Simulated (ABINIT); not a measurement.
## Geometry relaxation of BAs (part 2 of 2)

Continued. System: BAs (F-43m, 2 atoms in the cell). Method: Kohn-Sham DFT of a periodic cell, PBE, PseudoDojo NC SR PBE v0.4.1 standard, no spin polarisation (ABINIT 10.8.3); cutoff 1142.88 eV, 8×8×8 k-mesh, fermi-dirac of 0.05 eV. The structure derives from an entry of the Crystallography Open Database.

Geometry of the input (Å; fractional positions):
```
0.0000  2.3885  2.3885
2.3885  0.0000  2.3885
2.3885  2.3885  0.0000
As 0.7500  0.7500  0.7500
B  0.0000  0.0000  0.0000
```

### Log, continued
```
 Cartesian coordinates (xcart) [bohr]
  6.78944406290451E+00  6.78944406290451E+00  6.78944406290451E+00
 -2.33686648394840E-31 -2.33686648394840E-31  7.01059945184519E-31
 Reduced coordinates (xred)
  7.50000000000000E-01  7.50000000000000E-01  7.50000000000000E-01
  7.74430062339235E-32  7.74430062339235E-32 -1.29071677056539E-31
 Cartesian forces (fcart) [Ha/bohr]; max,rms= 3.56934E-28 2.27825E-28 (free atoms)
 -1.18977866149580E-28 -1.18977866149580E-28  3.56933598448741E-28
  1.18977866149580E-28  1.18977866149580E-28 -3.56933598448741E-28
 Gradient of E wrt nuclear positions in reduced coordinates (gred)
 -1.07705808926175E-27 -1.07705808926175E-27  1.07705808926175E-27
  1.07705808926175E-27  1.07705808926175E-27 -1.07705808926175E-27
 Scale of Primitive Cell (acell) [bohr]
  6.40114924982204E+00  6.40114924982204E+00  6.40114924982204E+00
 Real space primitive translations (rprimd) [bohr]
  0.00000000000000E+00  4.52629604193634E+00  4.52629604193634E+00
  4.52629604193634E+00  0.00000000000000E+00  4.52629604193634E+00
  4.52629604193634E+00  4.52629604193634E+00  0.00000000000000E+00
 Unitary Cell Volume (ucvol) [Bohr^3]=  1.85463675470917E+02
 Angles (23,13,12)= [degrees]
  6.00000000000000E+01  6.00000000000000E+01  6.00000000000000E+01
 Lengths [Bohr]
  6.40114924982204E+00  6.40114924982204E+00  6.40114924982204E+00
 Stress tensor in cartesian coordinates (strten) [Ha/bohr^3]
 -5.35808831359334E-05  0.00000000000000E+00  0.00000000000000E+00
  0.00000000000000E+00 -5.35808831359300E-05  0.00000000000000E+00
  0.00000000000000E+00  0.00000000000000E+00 -5.35808831359334E-05
 Total energy (etotal) [Ha]= -1.09009474910323E+02

 Difference of energy with previous step (new-old):
           Absolute (Ha)=-1.14286E-04
           Relative     =-1.04840E-06

--- Iteration: ( 3/50) Internal Cycle: (1/1)
--------------------------------------------------------------------------------

---SELF-CONSISTENT-FIELD CONVERGENCE--------------------------------------------

--- !BeginCycle
iteration_state: {dtset: 1, itime: 3, icycle: 1, }
solver: {iscf: 7, nstep: 80, nline: 4, wfoptalg: 0, }
tolerances: {tolvrs: 1.00E-12, }
...

     iter   Etot(hartree)      deltaE(h)  residm     vres2
 ETOT  1  -109.00664695682    -1.090E+02 2.773E-05 3.970E+01
 ETOT  2  -109.00895810773    -2.311E-03 2.618E-05 6.453E+00
 ETOT  3  -109.00951972938    -5.616E-04 2.960E-05 1.915E-01
 ETOT  4  -109.00953248558    -1.276E-05 1.049E-05 6.344E-03
 ETOT  5  -109.00953278242    -2.968E-07 2.013E-06 1.311E-04
 ETOT  6  -109.00953279219    -9.772E-09 1.564E-06 2.993E-06
 ETOT  7  -109.00953279235    -1.584E-10 3.300E-07 1.301E-07
 ETOT  8  -109.00953279235    -3.865E-12 2.480E-07 2.633E-09
 ETOT  9  -109.00953279235     1.876E-12 5.353E-08 4.095E-11
 ETOT 10  -109.00953279235     1.279E-12 3.982E-08 1.686E-13

 At SCF step   10       vres2   =  1.69E-13 < tolvrs=  1.00E-12 =>converged.

 Cartesian components of stress tensor (hartree/bohr^3)
  sigma(1 1)= -1.21484129E-06  sigma(3 2)=  0.00000000E+00
  sigma(2 2)= -1.21484129E-06  sigma(3 1)=  0.00000000E+00
  sigma(3 3)= -1.21484129E-06  sigma(2 1)=  0.00000000E+00

--- !ResultsGS
iteration_state: {dtset: 1, itime: 3, icycle: 1, }
comment   : Summary of ground state results
lattice_vectors:
- [  0.0000000,   4.5435843,   4.5435843, ]
- [  4.5435843,   0.0000000,   4.5435843, ]
- [  4.5435843,   4.5435843,   0.0000000, ]
lattice_lengths: [   6.42560,    6.42560,    6.42560, ]
lattice_angles: [ 60.000,  60.000,  60.000, ] # degrees, (23, 13, 12)
lattice_volume:   1.8759695E+02
convergence: {deltae:  1.279E-12, res2:  1.686E-13, residm:  3.982E-08, diffor: null, }
etotal    :  -1.09009533E+02
entropy   :   0.00000000E+00
fermie    :   2.54888990E-01
cartesian_stress_tensor: # hartree/bohr^3
- [ -1.21484129E-06,   0.00000000E+00,   0.00000000E+00, ]
- [  0.00000000E+00,  -1.21484129E-06,   0.00000000E+00, ]
- [  0.00000000E+00,   0.00000000E+00,  -1.21484129E-06, ]
pressure_GPa:   3.5742E-02
xred      :
- [  7.5000E-01,   7.5000E-01,   7.5000E-01, As]
- [ -9.3612E-29,  -9.3612E-29,   1.5602E-28,  B]
cartesian_forces: # hartree/bohr
- [  1.17599179E-28,   1.17599179E-28,  -3.52797537E-28, ]
- [ -1.17599179E-28,  -1.17599179E-28,   3.52797537E-28, ]
force_length_stats: {min:   3.90032353E-28, max:   3.90032353E-28, mean:   3.90032353E-28, }
...

 Integrated electronic density in atomic spheres:
 ------------------------------------------------
 Atom  Sphere_radius  Integrated_density
    1        2.00000         12.41539260
    2        2.00000          2.50356964

---OUTPUT-----------------------------------------------------------------------

 Cartesian coordinates (xcart) [bohr]
  6.81537648548905E+00  6.81537648548905E+00  6.81537648548905E+00
  2.83557039928820E-28  2.83557039928820E-28 -8.50671119786459E-28
 Reduced coordinates (xred)
  7.50000000000000E-01  7.50000000000000E-01  7.50000000000000E-01
 -9.36123398609377E-29 -9.36123398609377E-29  1.56020566434896E-28
 Cartesian forces (fcart) [Ha/bohr]; max,rms= 3.52798E-28 2.25185E-28 (free atoms)
  1.17599179063845E-28  1.17599179063845E-28 -3.52797537191536E-28
 -1.17599179063845E-28 -1.17599179063845E-28  3.52797537191536E-28
 Gradient of E wrt nuclear positions in reduced coordinates (gred)
  1.06864357293940E-27  1.06864357293940E-27 -1.06864357293940E-27
 -1.06864357293940E-27 -1.06864357293940E-27  1.06864357293940E-27
 Scale of Primitive Cell (acell) [bohr]
  6.42559857230487E+00  6.42559857230487E+00  6.42559857230487E+00
 Real space primitive translations (rprimd) [bohr]
  0.00000000000000E+00  4.54358432365937E+00  4.54358432365937E+00
  4.54358432365937E+00  0.00000000000000E+00  4.54358432365937E+00
  4.54358432365937E+00  4.54358432365937E+00  0.00000000000000E+00
 Unitary Cell Volume (ucvol) [Bohr^3]=  1.87596949927848E+02
 Angles (23,13,12)= [degrees]
  6.00000000000000E+01  6.00000000000000E+01  6.00000000000000E+01
 Lengths [Bohr]
  6.42559857230487E+00  6.42559857230487E+00  6.42559857230487E+00
 Stress tensor in cartesian coordinates (strten) [Ha/bohr^3]
 -1.21484128910374E-06  0.00000000000000E+00  0.00000000000000E+00
  0.00000000000000E+00 -1.21484128910027E-06  0.00000000000000E+00
  0.00000000000000E+00  0.00000000000000E+00 -1.21484128910374E-06
 Total energy (etotal) [Ha]= -1.09009532792351E+02

 Difference of energy with previous step (new-old):
           Absolute (Ha)=-5.78820E-05
           Relative     =-5.30981E-07

--- Iteration: ( 4/50) Internal Cycle: (1/1)
--------------------------------------------------------------------------------

---SELF-CONSISTENT-FIELD CONVERGENCE--------------------------------------------

--- !BeginCycle
iteration_state: {dtset: 1, itime: 4, icycle: 1, }
solver: {iscf: 7, nstep: 80, nline: 4, wfoptalg: 0, }
tolerances: {tolvrs: 1.00E-12, }
...

     iter   Etot(hartree)      deltaE(h)  residm     vres2
 ETOT  1  -109.00953123194    -1.090E+02 1.929E-08 2.176E-02
 ETOT  2  -109.00953249925    -1.267E-06 2.717E-08 3.620E-03
 ETOT  3  -109.00953281547    -3.162E-07 1.628E-08 1.052E-04
 ETOT  4  -109.00953282247    -7.001E-09 5.746E-09 3.397E-06
 ETOT  5  -109.00953282262    -1.559E-10 1.083E-09 6.953E-08
 ETOT  6  -109.00953282263    -3.638E-12 7.722E-10 1.632E-09
 ETOT  7  -109.00953282263     2.103E-12 1.720E-10 7.627E-11
 ETOT  8  -109.00953282262     8.242E-13 1.245E-10 1.512E-12
 ETOT  9  -109.00953282263    -4.377E-12 2.679E-11 3.237E-14

 At SCF step    9       vres2   =  3.24E-14 < tolvrs=  1.00E-12 =>converged.

 Cartesian components of stress tensor (hartree/bohr^3)
  sigma(1 1)= -1.73233677E-08  sigma(3 2)=  0.00000000E+00
  sigma(2 2)= -1.73233677E-08  sigma(3 1)=  0.00000000E+00
  sigma(3 3)= -1.73233677E-08  sigma(2 1)=  0.00000000E+00

--- !ResultsGS
iteration_state: {dtset: 1, itime: 4, icycle: 1, }
comment   : Summary of ground state results
lattice_vectors:
- [  0.0000000,   4.5439901,   4.5439901, ]
- [  4.5439901,   0.0000000,   4.5439901, ]
- [  4.5439901,   4.5439901,   0.0000000, ]
lattice_lengths: [   6.42617,    6.42617,    6.42617, ]
lattice_angles: [ 60.000,  60.000,  60.000, ] # degrees, (23, 13, 12)
lattice_volume:   1.8764722E+02
convergence: {deltae: -4.377E-12, res2:  3.237E-14, residm:  2.679E-11, diffor: null, }
etotal    :  -1.09009533E+02
entropy   :   0.00000000E+00
fermie    :   2.54783162E-01
cartesian_stress_tensor: # hartree/bohr^3
- [ -1.73233677E-08,   0.00000000E+00,   0.00000000E+00, ]
- [  0.00000000E+00,  -1.73233677E-08,   0.00000000E+00, ]
- [  0.00000000E+00,   0.00000000E+00,  -1.73233677E-08, ]
pressure_GPa:   5.0967E-04
xred      :
- [  7.5000E-01,   7.5000E-01,   7.5000E-01, As]
- [ -5.4616E-29,  -5.4616E-29,   9.1027E-29,  B]
cartesian_forces: # hartree/bohr
- [ -0.00000000E+00,  -0.00000000E+00,  -0.00000000E+00, ]
- [ -0.00000000E+00,  -0.00000000E+00,  -0.00000000E+00, ]
force_length_stats: {min:   0.00000000E+00, max:   0.00000000E+00, mean:   0.00000000E+00, }
...

 Integrated electronic density in atomic spheres:
 ------------------------------------------------
 Atom  Sphere_radius  Integrated_density
    1        2.00000         12.41580029
    2        2.00000          2.50357858

---OUTPUT-----------------------------------------------------------------------

 Cartesian coordinates (xcart) [bohr]
  6.81598517483577E+00  6.81598517483577E+00  6.81598517483577E+00
  1.65450570367724E-28  1.65450570367724E-28 -4.96351711103172E-28
 Reduced coordinates (xred)
  7.50000000000000E-01  7.50000000000000E-01  7.50000000000000E-01
 -5.46162841876118E-29 -5.46162841876118E-29  9.10271403126863E-29
 Cartesian forces (fcart) [Ha/bohr]; max,rms= 0.00000E+00 0.00000E+00 (free atoms)
 -0.00000000000000E+00 -0.00000000000000E+00 -0.00000000000000E+00
 -0.00000000000000E+00 -0.00000000000000E+00 -0.00000000000000E+00
 Gradient of E wrt nuclear positions in reduced coordinates (gred)
  0.00000000000000E+00  0.00000000000000E+00  0.00000000000000E+00
  0.00000000000000E+00  0.00000000000000E+00  0.00000000000000E+00
 Scale of Primitive Cell (acell) [bohr]
  6.42617245012447E+00  6.42617245012446E+00  6.42617245012447E+00
 Real space primitive translations (rprimd) [bohr]
  0.00000000000000E+00  4.54399011655718E+00  4.54399011655718E+00
  4.54399011655718E+00  0.00000000000000E+00  4.54399011655718E+00
  4.54399011655718E+00  4.54399011655718E+00  0.00000000000000E+00
 Unitary Cell Volume (ucvol) [Bohr^3]=  1.87647217934494E+02
 Angles (23,13,12)= [degrees]
  6.00000000000000E+01  6.00000000000000E+01  6.00000000000000E+01
 Lengths [Bohr]
  6.42617245012447E+00  6.42617245012446E+00  6.42617245012447E+00
 Stress tensor in cartesian coordinates (strten) [Ha/bohr^3]
 -1.73233677298879E-08  0.00000000000000E+00  0.00000000000000E+00
  0.00000000000000E+00 -1.73233677333573E-08  0.00000000000000E+00
  0.00000000000000E+00  0.00000000000000E+00 -1.73233677368267E-08
 Total energy (etotal) [Ha]= -1.09009532822629E+02

 Difference of energy with previous step (new-old):
           Absolute (Ha)=-3.02777E-08
           Relative     =-2.77753E-10

 At Broyd/MD step   4, gradients are converged :
  max grad (force/stress) = 1.7323E-06 < tolmxf= 2.0000E-05 ha/bohr (free atoms)

================================================================================

 ----iterations are completed or convergence reached----

 Mean square residual over all n,k,spin=   13.938E-14; max=  26.788E-12
 reduced coordinates (array xred) for    2 atoms
       0.750000000000      0.750000000000      0.750000000000
      -0.000000000000     -0.000000000000      0.000000000000
 rms dE/dt=  0.0000E+00; max dE/dt=  0.0000E+00; dE/dt below (all hartree)
    1       0.000000000000      0.000000000000      0.000000000000
    2       0.000000000000      0.000000000000      0.000000000000

 cartesian coordinates (angstrom) at end:
    1      3.60686402192885     3.60686402192885     3.60686402192885
    2      0.00000000000000     0.00000000000000    -0.00000000000000

 cartesian forces (hartree/bohr) at end:
    1     -0.00000000000000    -0.00000000000000    -0.00000000000000
    2     -0.00000000000000    -0.00000000000000    -0.00000000000000
 frms,max,avg= 0.0000000E+00 0.0000000E+00   0.000E+00  0.000E+00  0.000E+00 h/b

 cartesian forces (eV/Angstrom) at end:
    1     -0.00000000000000    -0.00000000000000    -0.00000000000000
    2     -0.00000000000000    -0.00000000000000    -0.00000000000000
 frms,max,avg= 0.0000000E+00 0.0000000E+00   0.000E+00  0.000E+00  0.000E+00 e/A
 length scales=  6.426172450124  6.426172450124  6.426172450124 bohr
              =  3.400584011632  3.400584011632  3.400584011632 angstroms
 Fermi (or HOMO) energy (hartree) =   0.25478   Average Vxc (hartree)=  -0.40806
 Eigenvalues (hartree) for nkpt=  29  k points:
 kpt#   1, nband= 13, wtk=  0.00195, kpt=  0.0000  0.0000  0.0000 (reduced coord)
  -1.08568   -1.08568   -1.08568   -1.08504   -1.08504   -0.32628    0.23288    0.23288
   0.23288    0.35292    0.35292    0.35292    0.39579
      occupation numbers for kpt#   1
   2.00000    2.00000    2.00000    2.00000    2.00000    2.00000    1.99999    1.99999
   1.99999    0.00000    0.00000    0.00000    0.00000
 prteigrs : prtvol=0 or 1, do not print more k-points.

--- !EnergyTerms
iteration_state     : {dtset: 1, itime: 4, icycle: 1, }
comment             : Components of total free energy in Hartree
kinetic             :  7.82725899901986E+01
hartree             :  3.07285682810483E+01
xc                  : -2.49961300228402E+01
Ewald energy        : -6.29970539808692E+01
psp_core            :  3.09811706913132E+00
local_psp           : -8.08019314593661E+01
non_local_psp       : -5.23136926961229E+01
internal            : -1.09009532818820E+02
'-kT*entropy'       : -3.80851323337036E-09
total_energy        : -1.09009532822629E+02
total_energy_eV     : -2.96630050213049E+03
band_energy         : -1.08961388339330E+01
...

 Cartesian components of stress tensor (hartree/bohr^3)
  sigma(1 1)= -1.73233677E-08  sigma(3 2)=  0.00000000E+00
  sigma(2 2)= -1.73233677E-08  sigma(3 1)=  0.00000000E+00
  sigma(3 3)= -1.73233677E-08  sigma(2 1)=  0.00000000E+00

-Cartesian components of stress tensor (GPa)         [Pressure=  5.0967E-04 GPa]
- sigma(1 1)= -5.09671075E-04  sigma(3 2)=  0.00000000E+00
- sigma(2 2)= -5.09671075E-04  sigma(3 1)=  0.00000000E+00
- sigma(3 3)= -5.09671075E-04  sigma(2 1)=  0.00000000E+00

== END DATASET(S) ==============================================================
================================================================================

 -outvars: echo values of variables after computation  --------
            acell      6.4261724501E+00  6.4261724501E+00  6.4261724501E+00 Bohr
           etotal     -1.0900953282E+02
            fcart     -0.0000000000E+00 -0.0000000000E+00 -0.0000000000E+00
                      -0.0000000000E+00 -0.0000000000E+00 -0.0000000000E+00
            rprim      0.0000000000E+00  7.0710678119E-01  7.0710678119E-01
                       7.0710678119E-01  0.0000000000E+00  7.0710678119E-01
                       7.0710678119E-01  7.0710678119E-01  0.0000000000E+00
           strten     -1.7323367730E-08 -1.7323367733E-08 -1.7323367737E-08
                       0.0000000000E+00  0.0000000000E+00  0.0000000000E+00
           xangst      3.6068640219E+00  3.6068640219E+00  3.6068640219E+00
                       8.7552671310E-29  8.7552671310E-29 -2.6265801393E-28
             xred      7.5000000000E-01  7.5000000000E-01  7.5000000000E-01
                      -5.4616284188E-29 -5.4616284188E-29  9.1027140313E-29
 Calculation completed.
```

### Trajectory as extended XYZ (Å, eV, eV/Å), 4 frames, from step=0 to step=3
```
2
Lattice="0.0000 2.3885 2.3885 2.3885 0.0000 2.3885 2.3885 2.3885 0.0000" Properties=species:S:1:pos:R:3:forces:R:3 step=0 energy=-2966.29582
As    3.5827    3.5827    3.5827    0.0000   0.0000   0.0000
B     0.0000    0.0000    0.0000    0.0000   0.0000   0.0000
2
Lattice="0.0000 2.3952 2.3952 2.3952 0.0000 2.3952 2.3952 2.3952 0.0000" Properties=species:S:1:pos:R:3:forces:R:3 step=1 energy=-2966.29893
As    3.5928    3.5928    3.5928    0.0000   0.0000   0.0000
B     0.0000    0.0000    0.0000    0.0000   0.0000   0.0000
2
Lattice="0.0000 2.4044 2.4044 2.4044 0.0000 2.4044 2.4044 2.4044 0.0000" Properties=species:S:1:pos:R:3:forces:R:3 step=2 energy=-2966.30050
As    3.6065    3.6065    3.6065    0.0000   0.0000   0.0000
B     0.0000    0.0000    0.0000    0.0000   0.0000   0.0000
2
Lattice="0.0000 2.4046 2.4046 2.4046 0.0000 2.4046 2.4046 2.4046 0.0000" Properties=species:S:1:pos:R:3:forces:R:3 step=3 energy=-2966.30050
As    3.6069    3.6069    3.6069    0.0000   0.0000   0.0000
B     0.0000    0.0000    0.0000    0.0000   0.0000   0.0000
```

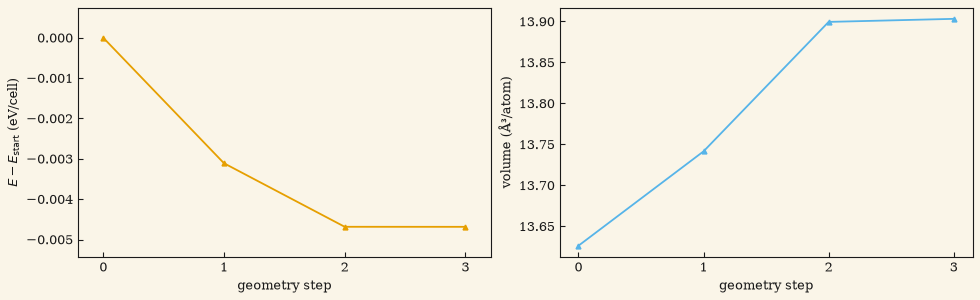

Fig. 1: Progress of the relaxation, step by step (steps are counted from 0).

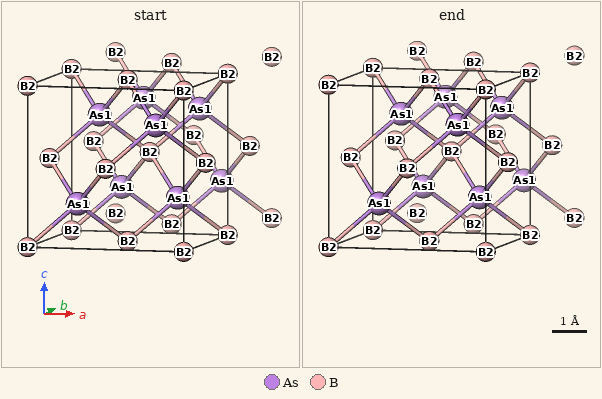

Fig. 2: Before (left) and after (right) the relaxation, at one scale (ball-and-stick view of the cell 4 times as large as that of the calculation, set on its symmetry axes, repeated 1 × 2 × 1, seen slightly off an axis). The energy falls by 4.7 meV per cell of the calculation in 3 geometry steps. All forces vanish by symmetry, so only the cell relaxes. No atom moves by more than 0.005 Å relative to the cell. The volume changes by +2.0 %, with a = b = c 4.777 → 4.809 Å (+0.7 %). Among the contacts that change: As1–B2 2.069 → 2.082 Å. The space group stays F-43m (No. 216). (Atoms are counted from 1 in the order of the input.)
